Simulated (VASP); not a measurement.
# Sr: geometry relaxation (part 2 of 2)

Continued. System: Sr (Fm-3m, 1 atom in the cell). Method: Kohn-Sham DFT of a periodic cell, PBE, VASP PAW PBE potentials, recommended, no spin polarisation (VASP 6.6.1); cutoff 600 eV, 12×12×12 k-mesh, methfessel-paxton of 0.1 eV. The structure derives from an entry of the Crystallography Open Database.

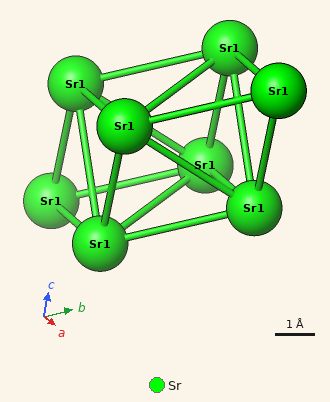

The geometry at step 1 of the log (ball-and-stick view of the cell of the calculation, seen slightly off an axis; atoms are numbered from 1 in the order of the input).

## Parts of OUTCAR, continued
```
  FORCE on cell =-STRESS in cart. coord.  units (eV):
  Direction    XX          YY          ZZ          XY          YZ          ZX
  --------------------------------------------------------------------------------------
  -------------------------------------------------------------------------------------
  Total       -0.1211228     -0.1211228     -0.1211228      0.0000000      0.0000000      0.0000000
  in kB       -3.4457128     -3.4457128     -3.4457128      0.0000000      0.0000000      0.0000000
  external PRESSURE =      -3.4457128 kB  Pullay stress =       0.0000000 kB

 VOLUME and BASIS-vectors are now :
 -----------------------------------------------------------------------------
  energy-cutoff  :      600.00
  volume of cell :       56.32
      direct lattice vectors                 reciprocal lattice vectors
     0.000000000  3.042350000  3.042350000    -0.164346640  0.164346640  0.164346640
     3.042350000  0.000000000  3.042350000     0.164346640 -0.164346640  0.164346640
     3.042350000  3.042350000  0.000000000     0.164346640  0.164346640 -0.164346640

 POSITION                                       TOTAL-FORCE (eV/Angst)
 -----------------------------------------------------------------------------------
      0.00000      0.00000      0.00000        -0.000000      0.000000      0.000000
 -----------------------------------------------------------------------------------
    total drift:                               -0.000000      0.000000      0.000000

  FREE ENERGIE OF THE ION-ELECTRON SYSTEM (eV)
  ---------------------------------------------------
  free  energy   TOTEN  =        -1.6345485669 eV

  energy  without entropy=       -1.6332010774  energy(sigma->0) =       -1.63409940

--------------------------------------- Ionic step        2  -------------------------------------------

 number of electron      10.0000000 magnetization

------------------------ aborting loop because EDIFF is reached ----------------------------------------

  FORCE on cell =-STRESS in cart. coord.  units (eV):
  Direction    XX          YY          ZZ          XY          YZ          ZX
  --------------------------------------------------------------------------------------
  -------------------------------------------------------------------------------------
  Total       -0.0517528     -0.0517528     -0.0517528      0.0000000      0.0000000     -0.0000000
  in kB       -1.4983807     -1.4983807     -1.4983807      0.0000000      0.0000000     -0.0000000
  external PRESSURE =      -1.4983807 kB  Pullay stress =       0.0000000 kB

 VOLUME and BASIS-vectors are now :
 -----------------------------------------------------------------------------
  energy-cutoff  :      600.00
  volume of cell :       55.34
      direct lattice vectors                 reciprocal lattice vectors
     0.000000000  3.024572676  3.024572676    -0.165312609  0.165312609  0.165312609
     3.024572676  0.000000000  3.024572676     0.165312609 -0.165312609  0.165312609
     3.024572676  3.024572676  0.000000000     0.165312609  0.165312609 -0.165312609

 POSITION                                       TOTAL-FORCE (eV/Angst)
 -----------------------------------------------------------------------------------
      3.02457      3.02457      0.00000         0.000000     -0.000000     -0.000000
 -----------------------------------------------------------------------------------
    total drift:                                0.000000      0.000000      0.000000

  FREE ENERGIE OF THE ION-ELECTRON SYSTEM (eV)
  ---------------------------------------------------
  free  energy   TOTEN  =        -1.6360597555 eV

  energy  without entropy=       -1.6351209770  energy(sigma->0) =       -1.63574683

--------------------------------------- Ionic step        3  -------------------------------------------

 number of electron      10.0000000 magnetization

 Free energy of the ion-electron system (eV)
  ---------------------------------------------------
  ext. energy  EPLUGINS =         0.00000000
  ---------------------------------------------------
  free energy    TOTEN  =        -1.63642402 eV

  energy without entropy =       -1.63581657  energy(sigma->0) =       -1.63622153

 E-fermi :   1.6119     XC(G=0):  -7.3716     alpha+bet : -6.1813

 val. band max:        1.6024600678   @ k =  -0.3333   0.3333   0.1667
 cond. band min:       1.6192049729   @ k =  -0.4167   0.2500   0.0000
 fundamental gap:      0.0167449051
 Fermi energy:         1.6118795155

 k-point     1 :       0.0000    0.0000    0.0000
  band No.  band energies     occupation
      1     -34.9920      2.00000
      2     -16.8788      2.00000
      3     -16.8788      2.00000
      4     -16.8788      2.00000
      5      -2.0468      2.00000
      6       3.9624      0.00000
      7       3.9624      0.00000
      8       3.9624      0.00000
      9       5.4398      0.00000

 k-point     2 :       0.0833    0.0000    0.0000
  band No.  band energies     occupation
      1     -34.9911      2.00000
      2     -16.8927      2.00000
      3     -16.8807      2.00000
      4     -16.8807      2.00000
      5      -1.9341      2.00000
      6       3.7863      0.00000
      7       4.0158      0.00000
      8       4.0158      0.00000
      9       5.3681      0.00000

 k-point     3 :       0.1667    0.0000    0.0000
  band No.  band energies     occupation
      1     -34.9884      2.00000
      2     -16.9302      2.00000
      3     -16.8857      2.00000
      4     -16.8857      2.00000
      5      -1.6070      2.00000
      6       3.3687     -0.00000
      7       4.1196      0.00000
      8       4.1196      0.00000
      9       5.2659      0.00000

 k-point     4 :       0.2500    0.0000    0.0000
  band No.  band energies     occupation
      1     -34.9848      2.00000
      2     -16.9807      2.00000
      3     -16.8926      2.00000
      4     -16.8926      2.00000
      5      -1.0992      2.00000
      6       2.8754     -0.00000
      7       4.1142      0.00000
      8       4.1142      0.00000
      9       5.3877      0.00000

 k-point     5 :       0.3333    0.0000    0.0000
  band No.  band energies     occupation
      1     -34.9812      2.00000
      2     -17.0305      2.00000
      3     -16.8995      2.00000
      4     -16.8995      2.00000
      5      -0.4734      2.00000
      6       2.3878     -0.00000
      7       3.9795      0.00000
      8       3.9795      0.00000
      9       5.7899      0.00000

 [... the levels of 18 k-points are left out ...]

 k-point    24 :      -0.4167    0.1667    0.0000
  band No.  band energies     occupation
      1     -34.9762      2.00000
      2     -17.0609      2.00000
      3     -16.9426      2.00000
      4     -16.9137      2.00000
      5       0.8414      2.00000
      6       1.7040     -0.02984
      7       3.2066     -0.00000
      8       4.1277      0.00000
      9       6.1860      0.00000

 [... further k-points ...]

------------------------ aborting loop because EDIFF is reached ----------------------------------------

  FORCE on cell =-STRESS in cart. coord.  units (eV):
  Direction    XX          YY          ZZ          XY          YZ          ZX
  --------------------------------------------------------------------------------------
  -------------------------------------------------------------------------------------
  Total        0.0012077      0.0012077      0.0012077      0.0000000      0.0000000     -0.0000000
  in kB        0.0354475      0.0354475      0.0354475      0.0000000      0.0000000     -0.0000000
  external PRESSURE =       0.0354475 kB  Pullay stress =       0.0000000 kB

 VOLUME and BASIS-vectors are now :
 -----------------------------------------------------------------------------
  energy-cutoff  :      600.00
  volume of cell :       54.59
      direct lattice vectors                 reciprocal lattice vectors
     0.000000000  3.010822315  3.010822315    -0.166067588  0.166067588  0.166067588
     3.010822315  0.000000000  3.010822315     0.166067588 -0.166067588  0.166067588
     3.010822315  3.010822315  0.000000000     0.166067588  0.166067588 -0.166067588

 POSITION                                       TOTAL-FORCE (eV/Angst)
 -----------------------------------------------------------------------------------
      0.00000      0.00000      0.00000        -0.000000      0.000000     -0.000000
 -----------------------------------------------------------------------------------
    total drift:                               -0.000000      0.000000      0.000000

  FREE ENERGIE OF THE ION-ELECTRON SYSTEM (eV)
  ---------------------------------------------------
  free  energy   TOTEN  =        -1.6364240152 eV

  energy  without entropy=       -1.6358165691  energy(sigma->0) =       -1.63622153

 reached required accuracy - stopping structural energy minimisation
```

## CONTCAR
```
Sr
   1.00000000000000
     0.0000000000000000    3.0108223145142889    3.0108223145142889
     3.0108223145142889    0.0000000000000000    3.0108223145142889
     3.0108223145142889    3.0108223145142889    0.0000000000000000
  Sr
     1
Direct
     0.0000000000000000    0.0000000000000000    0.0000000000000000

  0.00000000E+00  0.00000000E+00  0.00000000E+00
```

## Trajectory as extended XYZ (Å, eV, eV/Å), 3 frames, from step=0 to step=2
```
1
Lattice="0.0000 3.0423 3.0423 3.0423 0.0000 3.0423 3.0423 3.0423 0.0000" Properties=species:S:1:pos:R:3:forces:R:3 step=0 energy=-1.63455
Sr    0.0000    0.0000    0.0000    0.0000   0.0000   0.0000
1
Lattice="0.0000 3.0246 3.0246 3.0246 0.0000 3.0246 3.0246 3.0246 0.0000" Properties=species:S:1:pos:R:3:forces:R:3 step=1 energy=-1.63606
Sr    3.0246    3.0246    0.0000    0.0000   0.0000   0.0000
1
Lattice="0.0000 3.0108 3.0108 3.0108 0.0000 3.0108 3.0108 3.0108 0.0000" Properties=species:S:1:pos:R:3:forces:R:3 step=2 energy=-1.63642
Sr    0.0000    0.0000    0.0000    0.0000   0.0000   0.0000
```

The run was set up as follows.

## INCAR
```
SYSTEM = Sr
PREC = Accurate ; ENCUT = 600
EDIFF = 1E-6 ; ISMEAR = 1
SIGMA = 0.1 ; LREAL = .FALSE.
LASPH = .TRUE. ; NELM = 80
ALGO = Normal ; ISIF = 3
LWAVE = .FALSE. ; LCHARG = .FALSE.
GGA = PE ; IBRION = 2
NSW = 90 ; EDIFFG = -0.01
```

## KPOINTS
```
Automatic mesh
0
G
  12 12 12
  0 0 0
```

## POSCAR
```
Sr
1.0
    0.0000000000      3.0423500000      3.0423500000
    3.0423500000      0.0000000000      3.0423500000
    3.0423500000      3.0423500000      0.0000000000
Sr
1
Direct
    0.0000000000      0.0000000000      0.0000000000
```

Launched with:
```bash
cat potpaw_PBE.64/Sr_sv/POTCAR > POTCAR
mpirun -np 1 vasp_std > vasp.out
```

## Results in brief

```csv
quantity,value
outcome,converged
space group (tolerance 0.01 Å),Fm-3m (225)
electrons treated,10
free energy,−1.6364 eV
Fermi energy,1.612 eV
gap on the k-point mesh,none (metallic)
pressure,0.00 GPa
final volume,54.59 Å³
largest force (length of the vector) at the end,under 0.001 eV/Å
final cell,"a = 4.258 Å, b = 4.258 Å, c = 4.258 Å, α = 60.00°, β = 60.00°, γ = 60.00°"
hardware,"1 thread of Intel Xeon (Emerald Rapids), 64 GiB of memory available, shared host"
wall time,37 s
peak memory,0.22 GiB
```
